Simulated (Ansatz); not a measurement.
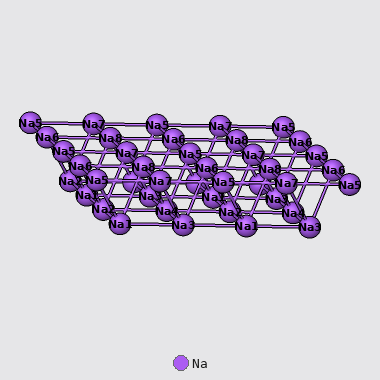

The system is H₂ on a Na(110) slab cut from the Im-3m phase, its upper half relaxed before the scan (8 atoms of substrate and one adsorbate in a 2 × 2 cell); the picture shows it without the atoms that are moved over the map. H2 lies flat over one site of a rigid substrate while its bond length and height are varied; it sits over a hollow site, heights counted from the top plane, its axis along the first surface vector. The first coordinate is: distance H9-H10; the second: height of the H2 axis above the plane of Na5. The scan uses an 8 × 9 grid. At 19 points there is no value (left out: too close to the surface, or the stretched molecule far from it). Points are written as (first, second). All energies are given in eV relative to the lowest grid point. All numbers below come from DFT PBE, scalar-relativistic, plane waves, PAW in Ansatz. Settings: cutoff 420 eV, k-mesh 4×4×1, gaussian smearing 0.1 eV, no spin polarisation.

Range: distance H9-H10 from 0.650 to 2.650 Å; height of the H2 axis above the plane of Na5 from 0.45 to 3.60 Å.

Predict the map.

The lowest grid point is at (0.750 Å, 3.60 Å). It lies at the edge of the scanned range, so the true minimum may lie outside. The highest grid point, (2.235 Å, 0.77 Å), lies 2.74 eV above the lowest. On the interpolated surface the lowest path from the intact molecule far from the surface, (0.750 Å, 3.60 Å), to the stretched end of the scan, (2.650 Å, 1.41 Å), has its top at about (1.92 Å, 1.30 Å), about 1.9 eV above the start and 0.096 eV above the end.

| second ↓, first → | 0.650 | 0.750 | 0.919 | 1.181 | 1.495 | 1.849 | 2.235 | 2.650 |
| --- | --- | --- | --- | --- | --- | --- | --- | --- |
| 3.60 | 0.22 | 0.00 | 0.35 | 1.47 | – | – | – | – |
| 3.00 | 0.26 | 0.04 | 0.38 | 1.46 | – | – | – | – |
| 2.60 | 0.31 | 0.09 | 0.42 | 1.45 | – | – | – | – |
| 2.05 | 0.43 | 0.21 | 0.51 | 1.40 | 2.17 | – | – | – |
| 1.73 | 0.54 | 0.31 | 0.58 | 1.35 | 1.95 | 2.19 | 2.19 | 2.09 |
| 1.41 | 0.68 | 0.44 | 0.67 | 1.33 | 1.81 | 1.95 | 1.92 | 1.85 |
| 1.09 | 0.86 | 0.62 | 0.83 | 1.42 | 1.84 | 1.99 | 2.05 | 2.13 |
| 0.77 | 1.09 | 0.85 | 1.06 | 1.64 | 2.11 | 2.42 | 2.74 | – |
| 0.45 | 1.32 | 1.09 | 1.31 | 1.95 | 2.56 | – | – | – |

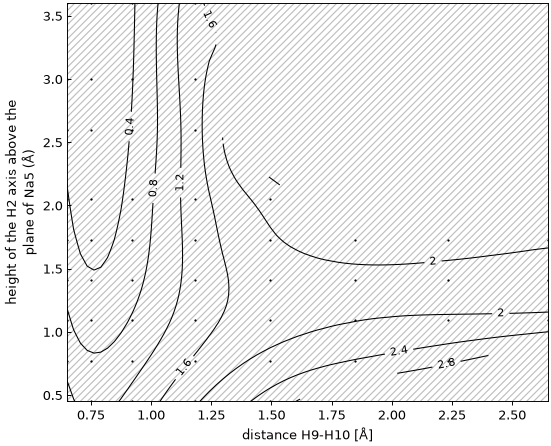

In the figure: contour lines labelled in eV (none above 2.8), dots at the grid points, hatched blanks where no value was computed. Between grid points the surface is interpolated.

Time for the 53 points that were run: 21 min on 1 thread of AMD EPYC 7R43 64-Core Processor (Zen 3), with other jobs on the host.
